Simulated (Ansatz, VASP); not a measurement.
# Ta8N8O (O on TaN(001)) in two plane-wave programs

Wanted: the spread between two codes on one cell, functional and k mesh. The structure shown is the end of the VASP relaxation below.

Calculated with Ansatz 0.2.0; plane waves, with VASP 6.6.1 beside it; single point at PBEsol.

## 1. The structure

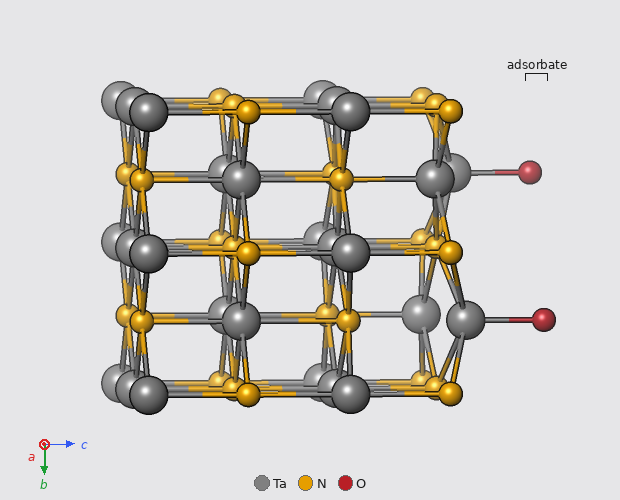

Start, viewed from the side, with the c axis across the page; tantalum grey, nitrogen orange, oxygen red. Some periodic images of atoms are drawn too.

The cell holds 34 atoms: 16 Ta, 16 N and 2 O. Cell: a = 6.194 Å, b = 6.194 Å, c = 24.270 Å, α = 90.0°, β = 90.0°, γ = 90.0°. It derives from TaN. Vacuum lies along c.

As a file:

```xyz
34
Lattice="6.1943 0.0000 0.0000 0.0000 6.1943 0.0000 0.0000 0.0000 24.2700" Properties=species:S:1:pos:R:3
Ta    0.0000    0.0000    8.0000
Ta    0.0000    3.0971    8.0000
Ta    3.0971    0.0000    8.0000
Ta    3.0971    3.0971    8.0000
Ta    1.5486    1.5486   10.1900
Ta    1.5486    4.6457   10.1900
Ta    4.6457    1.5486   10.1900
Ta    4.6457    4.6457   10.1900
Ta    0.0000    0.0000   12.4420
Ta    0.0000    3.0971   12.4420
Ta    3.0971    0.0000   12.4420
Ta    3.0971    3.0971   12.4420
Ta    1.5486    1.5486   15.1272
Ta    1.5486    4.6457   14.4512
Ta    4.6457    1.5486   14.4512
Ta    4.6457    4.6457   15.1272
N     1.5486    1.5486    8.0000
N     1.5486    4.6457    8.0000
N     4.6457    1.5486    8.0000
N     4.6457    4.6457    8.0000
N     0.0000    0.0000   10.1900
N     0.0000    3.0971   10.1900
N     3.0971    0.0000   10.1900
N     3.0971    3.0971   10.1900
N     1.5486    1.5486   12.5427
N     1.5486    4.6457   12.3923
N     4.6457    1.5486   12.3923
N     4.6457    4.6457   12.5427
N     0.0000    0.0000   14.6392
N     0.0000    3.0971   14.6392
N     3.0971    0.0000   14.6392
N     3.0971    3.0971   14.6392
O     1.5486    1.5486   16.8458
O     4.6457    4.6457   16.8458
```

## 2. VASP: relaxation, PBEsol

This run makes the geometry at which the two programs are then compared.

Lines of VASP's logs that name or quote its potential files are left out, and so is its time.

File INCAR:

```
SYSTEM = Ta8N8O
PREC = Normal
ENCUT = 400
EDIFF = 1E-05
NELM = 120
ISMEAR = 1
SIGMA = 0.1
LREAL = Auto
ALGO = Fast
GGA = PS
NBANDS = 160
LASPH = .TRUE.
LORBIT = 11
LWAVE = .FALSE.
LCHARG = .FALSE.
KPAR = 4
NCORE = 2
IBRION = 2
NSW = 80
ISIF = 2
EDIFFG = -0.04
POTIM = 0.4
MAXMIX = 40
IDIPOL = 3
LDIPOL = .TRUE.
DIPOL = 0.5 0.5 0.477
ISYM = 2
```

File POSCAR:

```
Ta8N8O
1.0
    6.1942554030      0.0000000000      0.0000000000
    0.0000000000      6.1942554030      0.0000000000
    0.0000000000      0.0000000000     24.2700000000
Ta N O
16 16 2
Selective dynamics
Direct
    0.0000000000      0.0000000000      0.3296250520  F F F
    0.0000000000      0.5000000000      0.3296250520  F F F
    0.5000000000      0.0000000000      0.3296250520  F F F
    0.5000000000      0.5000000000      0.3296250520  F F F
    0.2500000000      0.2500000000      0.4198599090  F F F
    0.2500000000      0.7500000000      0.4198599090  F F F
    0.7500000000      0.2500000000      0.4198599090  F F F
    0.7500000000      0.7500000000      0.4198599090  F F F
    0.0000000000      0.0000000000      0.5100947670  T T T
    0.0000000000      0.5000000000      0.5100947670  T T T
    0.5000000000      0.0000000000      0.5100947670  T T T
    0.5000000000      0.5000000000      0.5100947670  T T T
    0.2500000000      0.2500000000      0.6003296250  T T T
    0.2500000000      0.7500000000      0.6003296250  T T T
    0.7500000000      0.2500000000      0.6003296250  T T T
    0.7500000000      0.7500000000      0.6003296250  T T T
    0.2500000000      0.2500000000      0.3296250520  F F F
    0.2500000000      0.7500000000      0.3296250520  F F F
    0.7500000000      0.2500000000      0.3296250520  F F F
    0.7500000000      0.7500000000      0.3296250520  F F F
    0.0000000000      0.0000000000      0.4198599090  F F F
    0.0000000000      0.5000000000      0.4198599090  F F F
    0.5000000000      0.0000000000      0.4198599090  F F F
    0.5000000000      0.5000000000      0.4198599090  F F F
    0.2500000000      0.2500000000      0.5100947670  T T T
    0.2500000000      0.7500000000      0.5100947670  T T T
    0.7500000000      0.2500000000      0.5100947670  T T T
    0.7500000000      0.7500000000      0.5100947670  T T T
    0.0000000000      0.0000000000      0.6003296250  T T T
    0.0000000000      0.5000000000      0.6003296250  T T T
    0.5000000000      0.0000000000      0.6003296250  T T T
    0.5000000000      0.5000000000      0.6003296250  T T T
    0.2500000000      0.2500000000      0.6703749480  T T T
    0.7500000000      0.7500000000      0.6703749480  T T T
```

File KPOINTS:

```
Automatic mesh
0
Gamma
4 4 1
0 0 0
```

PAW data sets: Ta_pv, N and O (PBE family, release 64).

Launch:

```
$ mpirun -np 8 vasp_std
```

Numbers of over 12 decimals in the logs are rounded to 6 here.

Output:

```text
[banner, memory and clock lines left out]
running    8 mpi-ranks, on    1 nodes
[...]
|                                                                             |
|               ----> ADVICE to this user running VASP <----                  |
|                                                                             |
|     You enforced a specific xc type in the INCAR file but a different       |
|     [... a line on the potential file left out ...]
|     I HOPE YOU KNOW WHAT YOU ARE DOING!                                     |
|                                                                             |

 LDA part: xc-table for (Slater+PW92), standard interpolation
 POSCAR, INCAR and KPOINTS ok, starting setup
[...]
entering main loop
       N       E                     dE             d eps       ncg     rms          rms(c)
DAV:   1     0.236576276170E+04    0.23658E+04   -0.13146E+05  2280   0.126E+03
DAV:   2    -0.216770101868E+03   -0.25825E+04   -0.25320E+04  2288   0.387E+02
[...]
DAV:   4    -0.434364296167E+03   -0.10762E+02   -0.10594E+02  2448   0.220E+01
[...]
RMM:  29    -0.379039041588E+03   -0.20977E-04   -0.74568E-05   901   0.380E-03    0.170E-03
RMM:  30    -0.379039054637E+03   -0.13049E-04   -0.37526E-05   820   0.295E-03    0.178E-03
RMM:  31    -0.379039060261E+03   -0.56249E-05   -0.30523E-05   627   0.239E-03
   1 F= -.37903906E+03 E0= -.37903560E+03  d E =-.379039E+03
[... from here on, the cycles between the ionic steps are left out ...]
  22 F= -.38190671E+03 E0= -.38190064E+03  d E =-.294820E-02
  23 F= -.38190673E+03 E0= -.38190064E+03  d E =-.297259E-02
  24 F= -.38190899E+03 E0= -.38190261E+03  d E =-.225418E-02
  25 F= -.38191027E+03 E0= -.38190350E+03  d E =-.353624E-02
  26 F= -.38191154E+03 E0= -.38190475E+03  d E =-.126790E-02
  27 F= -.38191350E+03 E0= -.38190674E+03  d E =-.322635E-02
  28 F= -.38191357E+03 E0= -.38190685E+03  d E =-.330309E-02
  29 F= -.38191368E+03 E0= -.38190699E+03  d E =-.108652E-03
  30 F= -.38191392E+03 E0= -.38190720E+03  d E =-.343941E-03
  31 F= -.38191417E+03 E0= -.38190735E+03  d E =-.251460E-03
 trial-energy change:   -0.000251  1 .order   -0.000259   -0.000376   -0.000142
 step:   0.9583(harm=  0.9583)  dis= 0.00204  next Energy=  -381.914221 (dE=-0.303E-03)
 reached required accuracy - stopping structural energy minimisation
```

OUTCAR, selected parts (step 2):

```text
  Total      -50.2153563    -50.2153563    -16.0556959      0.0000000      0.0000000      0.0000000
  in kB      -86.3970945    -86.3970945    -27.6243280      0.0000000      0.0000000      0.0000000
  external PRESSURE =     -66.8061724 kB  Pullay stress =       0.0000000 kB

 POSITION                                       TOTAL-FORCE (eV/Angst)
 -----------------------------------------------------------------------------------
      0.00000      0.00000      8.00000         0.000000     -0.000000      2.134489
      0.00000      3.09713      8.00000         0.000000     -0.000000      2.134489
      3.09713      0.00000      8.00000         0.000000     -0.000000      2.134489
      3.09713      3.09713      8.00000         0.000000     -0.000000      2.134489
      1.54856      1.54856     10.19000        -0.000000     -0.000000      0.887567
      1.54856      4.64569     10.19000         0.000000     -0.000000     -1.300528
      4.64569      1.54856     10.19000         0.000000      0.000000     -1.300528
      4.64569      4.64569     10.19000         0.000000     -0.000000      0.887567
      0.00000      0.00000     12.44203         0.000000     -0.000000     -0.008753
      0.00000      3.09713     12.44203         0.000000     -0.000000     -0.008753
      3.09713      0.00000     12.44203         0.000000     -0.000000     -0.008753
      3.09713      3.09713     12.44203         0.000000     -0.000000     -0.008753
      1.54856      1.54856     15.12717         0.000000     -0.000000     -0.000986
      1.54856      4.64569     14.45118        -0.000000      0.000000      0.000491
[...]
-----------------------------------------------------------------------------------
    total drift:                                0.000000      0.000000     -0.092622

  FREE ENERGIE OF THE ION-ELECTRON SYSTEM (eV)
  ---------------------------------------------------
  free  energy   TOTEN  =      -381.9141694351 eV

  energy  without entropy=     -381.8937199466  energy(sigma->0) =     -381.90735294

 reached required accuracy - stopping structural energy minimisation

[... 3 further parts left out ...]
[key lines of the parts left out:]
E-fermi :   0.4943
```

[end of part 1 of 2]

[Lines on the potential files, build, host, timing and source positions are cut from VASP's logs without a mark.]

[Logs are printed without paths, hosts, clocks, repeated set-up lines and the standing remarks that a program may print on its own settings, such as how far it seeks lower states.]

[Hosts, paths, dates, database ids (printed as entryN), source tags and the programs' standing remarks are cut or masked in the printed files.]
